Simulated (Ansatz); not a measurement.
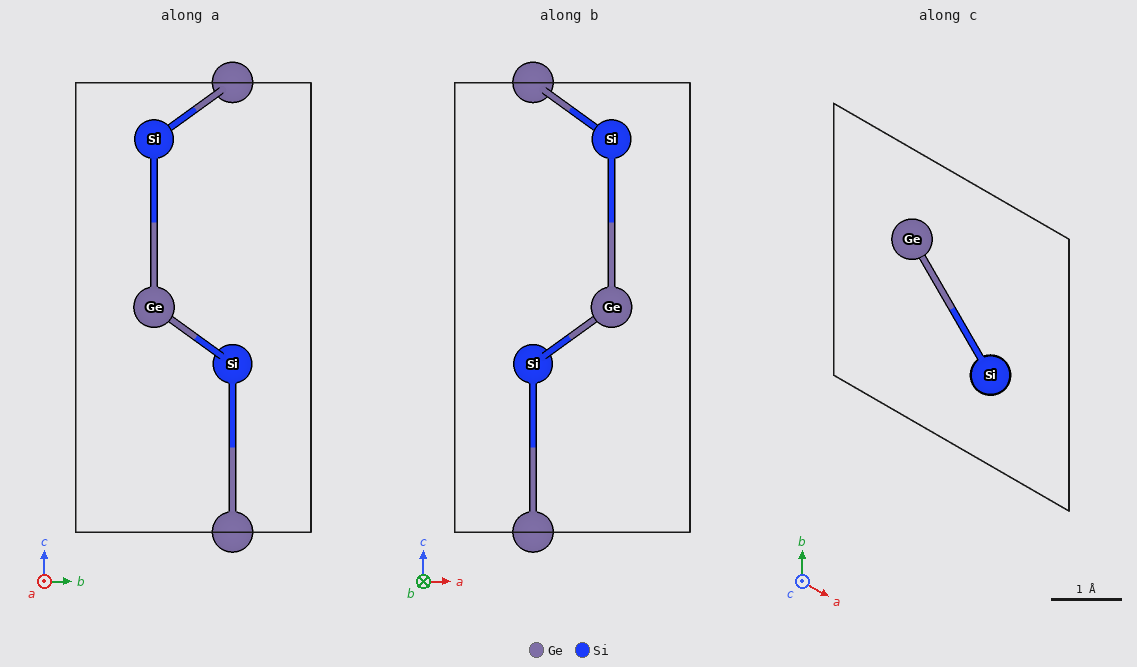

A ball-and-stick rendering, viewed along the a axis, along the b axis and along the c axis. Atoms at the boundary of the conventional unit cell (the box) are drawn once for each face, edge or corner they touch.

Lattice parameters: a = 3.8944 Å, b = 3.8944 Å, c = 6.4403 Å, α = 90.000°, β = 90.000°, γ = 120.000°.

Question: Express the structure as a CIF with its space group and independent sites.

Answer:
```cif
data_structure
_symmetry_space_group_name_H-M 'P 63 m c'
_symmetry_Int_Tables_number 186
_cell_length_a 3.8944
_cell_length_b 3.8944
_cell_length_c 6.4403
_cell_angle_alpha 90.000
_cell_angle_beta 90.000
_cell_angle_gamma 120.000
_cell_volume 84.59
loop_
_atom_site_label
_atom_site_type_symbol
_atom_site_symmetry_multiplicity
_atom_site_Wyckoff_symbol
_atom_site_fract_x
_atom_site_fract_y
_atom_site_fract_z
_atom_site_occupancy
Ge1 Ge 2 b 0.3333 0.6667 0.0006 1
Si1 Si 2 b 0.3333 0.6667 0.3744 1
```

The initial geometry was a structure type filled with these elements by a generator (whether the compound takes this form wasn't checked). Atoms and cell were optimised with Ansatz, DFT, r2SCAN+rVV10, plane waves, PAW.
